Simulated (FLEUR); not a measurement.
## A series of single points on Re

System: Re (2 atoms in the cell).
Method: Kohn-Sham DFT of a periodic cell, SCAN, all-electron, no spin polarisation (FLEUR MaX-R8.1 (later development tree)).

The 5 runs differ only in the geometry, by an even scaling of the cell at fixed fractional positions. The structure derives from an entry of the Crystallography Open Database.

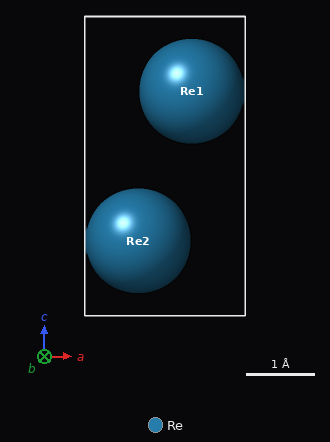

Figure 1. The structure of run 3 (spheres-only view of the cell of the calculation, along the b axis; atoms are numbered from 1 in the order of the input).

## Input of run 3
```
<?xml version="1.0" encoding="UTF-8" standalone="no"?>
<fleurInput fleurInputVersion="0.39">
   <comment>
      Re                                                                                                  
   </comment>
   <calculationSetup>
      <cutoffs Kmax="4.21" Gmax="13.0" GmaxXC="13.0" numbands="0"/>
      <scfLoop itmax="60" minDistance="0.00001" maxIterBroyd="15" imix="Anderson" alpha="0.05" precondParam="0.0" spinf="2.0" sdNocoIR="T"/>
      <coreElectrons ctail="F" frcor="F" kcrel="0" coretail_lmax="0"/>
      <xcFunctional name="LibXC" relativisticCorrections="F">
         <LibXCName exchange="mgga_x_scan" correlation="mgga_c_scan"/>
         <AuxGGA exchange="117" correlation="130"/>
      </xcFunctional>
      <magnetism jspins="1"/>
      <soc l_soc="F" theta="0.0" phi="0.0" spav="F"/>
      <expertModes spex="0" secvar="F"/>
      <geometryOptimization l_f="F" forcealpha="1.0" forcemix="BFGS" epsdisp="0.00001" epsforce="0.00001"/>
      <ldaU l_linMix="F" mixParam="0.05" spinf="1.0"/>
   </calculationSetup>
   <cell>
      <bzIntegration valenceElectrons="58.0" mode="hist" fermiSmearingEnergy="0.00183747">
         <kPointListSelection listName="default-1"/>
         <!-- k-points included here -->
         <xi:include xmlns:xi="http://www.w3.org/2001/XInclude" href="kpts.xml"> </xi:include>
      </bzIntegration>
      <!-- symmetry operations included here -->
      <xi:include xmlns:xi="http://www.w3.org/2001/XInclude" href="sym.xml"> </xi:include>
      <bulkLattice scale="1.0000000000">
         <bravaisMatrix>
            <row-1>    5.2171558847956803     0.0000000000000000     0.0000000000000000</row-1>
            <row-2>   -2.6085779423978401     4.5181895317968621     0.0000000000000000</row-2>
            <row-3>    0.0000000000000000     0.0000000000000000     8.4247770086917182</row-3>
         </bravaisMatrix>
      </bulkLattice>
   </cell>
   <atomSpecies>
      <species name="Rhenium (Re)" element="Re" atomicNumber="75">
         <mtSphere radius="2.33" gridPoints="793" logIncrement="0.017"/>
         <atomicCutoffs lmax="10" lnonsphr="8"/>
         <electronConfig flipSpins="F">
            <coreConfig>(1s1/2) (2s1/2) (2p1/2) (2p3/2) (3s1/2) (3p1/2) (3p3/2) (4s1/2) (3d3/2) (3d5/2) (4p1/2) (4p3/2) (4d3/2) (4d5/2)</coreConfig>
            <valenceConfig>(5s1/2) (5p1/2) (5p3/2) (6s1/2) (4f5/2) (4f7/2) (5d3/2) (5d5/2)</valenceConfig>
            <stateOccupation state="(5d3/2)" spinUp="1.000000" spinDown="1.000000"/>
            <stateOccupation state="(5d5/2)" spinUp="1.500000" spinDown="1.500000"/>
         </electronConfig>
         <energyParameters s="6" p="6" d="5" f="4"/>
         <lo type="SCLO" l="0" n="5" eDeriv="0"/>
         <lo type="SCLO" l="1" n="5" eDeriv="0"/>
         <lo type="SCLO" l="2" n="5" eDeriv="2"/>
         <lo type="SCLO" l="3" n="4" eDeriv="2"/>
      </species>
   </atomSpecies>
   <atomGroups>
      <atomGroup species="Rhenium (Re)">
         <relPos label="                   1">-1.000/3.000 1.000/3.000 -1.000/4.000</relPos>
         <relPos label="                   2">1.000/3.000 -1.000/3.000 1.000/4.000</relPos>
         <force calculate="T" relaxXYZ="TTT"/>
      </atomGroup>
   </atomGroups>
   <output dos="F" band="F" slice="F">
      <checks vchk="F" cdinf="F"/>
      <bandDOS minEnergy="-.5*Htr" maxEnergy="0.5*Htr" sigma="0.015" storeEVData="T"/>
      <vacuumDOS vacdos="F" integ="F" star="F" nstars="0" locx1="0.0" locy1="0.0" locx2="0.0" locy2="0.0" nstm="0" tworkf="0.0"/>
      <unfoldingBand unfoldBand="F" supercellX="1" supercellY="1" supercellZ="1"/>
      <plotting iplot="0" polar="F">
         <plot TwoD="T" vec1="  1.0  0.0  0.0" vec2="  0.0  1.0  0.0" vec3="  0.0  0.0  1.0" zero="  0.0  0.0  0.0" file="plot"/>
      </plotting>
      <chargeDensitySlicing numkpt="0" minEigenval="0.0" maxEigenval="0.0" nnne="0" pallst="F"/>
      <specialOutput eonly="F"/>
      <moessbauerParams electricFieldGradient="T" isomerShift="T" coreHyperfine="T" valenceHyperfine="T"/>
      <magneticCircularDichroism mcd="F" energyLo="-10.0" energyUp="0.0"/>
   </output>
  <!-- We include the file relax.xml here to enable relaxations (see documentation) -->
  <xi:include xmlns:xi="http://www.w3.org/2001/XInclude" href="relax.xml"> <xi:fallback/> </xi:include>
</fleurInput>
```

Command:
```bash
inpgen -f crystal.txt -profile fastHighL; fleur_MPI
```

Lattice vectors (Å) and fractional positions of run 3:
```
   2.760800    0.000000    0.000000
  -1.380400    2.390923    0.000000
   0.000000    0.000000    4.458200
Re  0.666667  0.333333  0.750000
Re  0.333333  0.666667  0.250000
```

Run 4 has the same physical settings and fractional positions; its lattice vectors (Å) are:
```
   2.797130    0.000000    0.000000
  -1.398565    2.422386    0.000000
   0.000000    0.000000    4.516867
```

## Results, with one run withheld

| run | volume per atom (Å³) | free energy per atom, from the lowest run given (meV) |
| --- | --- | --- |
| 1 | 13.831 | 24.22 |
| 2 | 14.125 | 0.00 |
| 3 | 14.714 | 1.01 |
| 4 | 15.303 | ? |
| 5 | 15.597 | 101.75 |

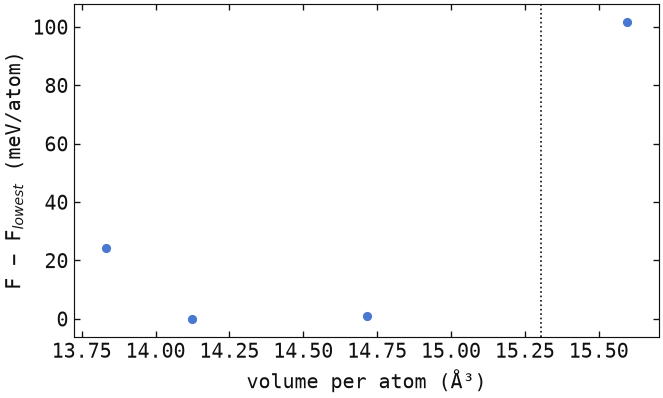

Figure 2. Free energy per atom of the runs given; the dotted line marks run 4.

What should run 4 give?

A quadratic polynomial in V^(−2/3) (the Birch–Murnaghan form), fitted to the 4 runs given, misses them by at most 0.16 meV per atom. With x = V^(−2/3) − 0.16785 Å⁻², it reads F = −5.4976 − 2999.6 x + 1.4372e+06 x² (meV per atom). At run 4 it gives 56.63 meV per atom, and the run itself gives 56.78. The fit has its minimum at 14.407 Å³ per atom, where V d²F/dV² gives 405 GPa. Cell shape and fractional positions are held, so this is the stiffness under even scaling; the relaxed bulk modulus wasn't computed.

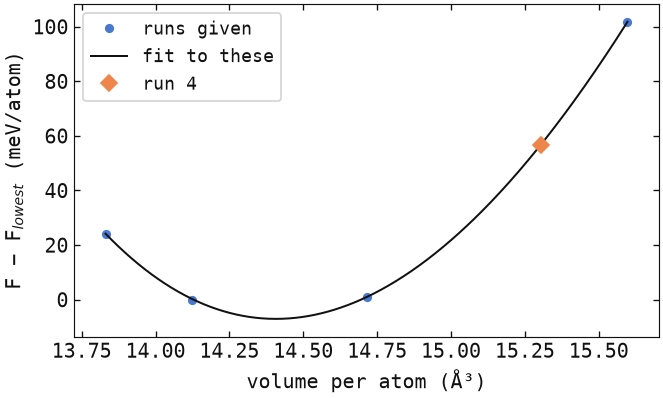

Figure 3. The fit and the withheld run.

## End of the output (run 4)
```
[...]
The functional 'Perdew, Burke & Ernzerhof' is a correlation functional, it belongs to the 'GGA' family and is defined in the reference(s):
[1] J. P. Perdew, K. Burke, and M. Ernzerhof.,  Phys. Rev. Lett. 77, 3865 (1996)
[2] J. P. Perdew, K. Burke, and M. Ernzerhof.,  Phys. Rev. Lett. 78, 1396 (1997)
 Using same functional for VXC and EXC

 Iteration:    17   Distance:       0.00017492 me/bohr^3
The functional 'Hammer, Hansen, and Norskov' is an exchange functional, it belongs to the 'GGA' family and is defined in the reference(s):
[1] B. Hammer, L. B. Hansen, and J. K. Nørskov.,  Phys. Rev. B 59, 7413 (1999)
The functional 'Perdew, Burke & Ernzerhof' is a correlation functional, it belongs to the 'GGA' family and is defined in the reference(s):
[1] J. P. Perdew, K. Burke, and M. Ernzerhof.,  Phys. Rev. Lett. 77, 3865 (1996)
[2] J. P. Perdew, K. Burke, and M. Ernzerhof.,  Phys. Rev. Lett. 78, 1396 (1997)
 Using same functional for VXC and EXC

 Iteration:    18   Distance:       0.00005465 me/bohr^3
The functional 'Hammer, Hansen, and Norskov' is an exchange functional, it belongs to the 'GGA' family and is defined in the reference(s):
[1] B. Hammer, L. B. Hansen, and J. K. Nørskov.,  Phys. Rev. B 59, 7413 (1999)
The functional 'Perdew, Burke & Ernzerhof' is a correlation functional, it belongs to the 'GGA' family and is defined in the reference(s):
[1] J. P. Perdew, K. Burke, and M. Ernzerhof.,  Phys. Rev. Lett. 77, 3865 (1996)
[2] J. P. Perdew, K. Burke, and M. Ernzerhof.,  Phys. Rev. Lett. 78, 1396 (1997)
 Using same functional for VXC and EXC

 Iteration:    19   Distance:       0.00001882 me/bohr^3
The functional 'Hammer, Hansen, and Norskov' is an exchange functional, it belongs to the 'GGA' family and is defined in the reference(s):
[1] B. Hammer, L. B. Hansen, and J. K. Nørskov.,  Phys. Rev. B 59, 7413 (1999)
The functional 'Perdew, Burke & Ernzerhof' is a correlation functional, it belongs to the 'GGA' family and is defined in the reference(s):
[1] J. P. Perdew, K. Burke, and M. Ernzerhof.,  Phys. Rev. Lett. 77, 3865 (1996)
[2] J. P. Perdew, K. Burke, and M. Ernzerhof.,  Phys. Rev. Lett. 78, 1396 (1997)
 Using same functional for VXC and EXC

 Iteration:    20   Distance:       0.00000347 me/bohr^3

 ********************************************************************
 Run finished successfully
 Stop message:
   all done
 ********************************************************************
```

Notes: Spin–orbit coupling is left out, which matters for Re.
